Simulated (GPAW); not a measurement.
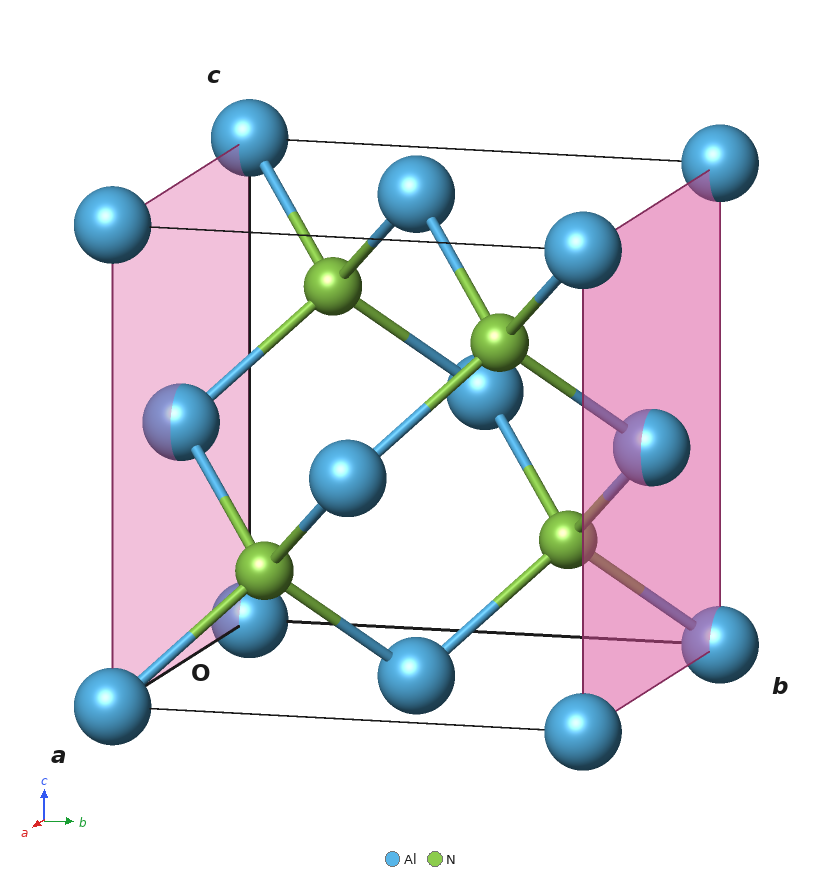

Every member of one family of equally spaced planes, hx + ky + lz = a whole number, that cuts the unit cell is shaded (one member passes through the origin O). Crystal: AlN, a cell listed in the Materials Project, as set up for an electronic-structure calculation. Symmetry computed with spglib at a tolerance of 0.002 Å; standard conventional cell.

a = 4.368 Å, b = 4.368 Å, c = 4.368 Å, α = 90.00°, β = 90.00°, γ = 90.00°.

Q: Index the planes.

A: (0 1 0); the opposite sign names the same planes. The member next to the origin meets the axes a never, b at 1, c never.

Q: What is the spacing?

A: d = 4.368 Å.

Q: Which atoms of the cell lie in these planes (within 0.03 Å)?

A: 2 of the 4 Al.
